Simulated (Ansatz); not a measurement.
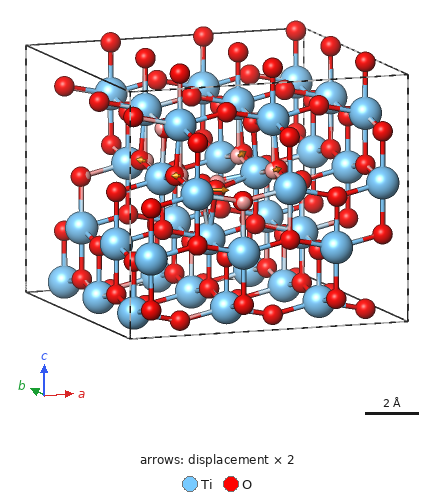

A relaxation of a defect cell of composition Ti$_{36}$O$_{73}$. The starting structure is drawn faded, the final one solid; orange arrows show the displacements, 2 times their true length.

Style: ball-and-stick. Shown: the cell of the calculation (origin shifted), slightly off an axis.

These are results of DFT, PBEsol, PAW, plane waves in Ansatz, not measurements. Set-up: plane-wave cutoff 420 eV; k-point mesh 1 × 1 × 1; mesh shifted by (0.25, 0.25, 0.25); no spin polarisation; atoms relaxed in a fixed cell; force threshold 0.03 eV/Å; at most 80 steps.

Q: Which element moves most?

A: Oxygen: up to 0.56 Å, against 0.07 Å for titanium.

Q: What happened in the run?

A: An O atom moves most: 0.56 Å along [−3 1 0]. By element the largest moves are O 0.56 Å, Ti 0.07 Å. The lattice vectors keep their values. Among the contacts that change: O–Ti 1.510 → 2.115 Å, O–Ti 1.546 → 2.116 Å, O–Ti 2.511 → 2.117 Å, O–Ti 2.470 → 2.115 Å. Among the angles between lasting bonds that change: Ti–O–O 115.0° → 70.1°, Ti–O–O 114.3° → 70.1°, Ti–O–Ti 113.3° → 94.4°. The energy falls by 7.968 eV per cell of the calculation in 6 geometry steps. The largest force component goes from 17 to 0.0062 eV/Å.
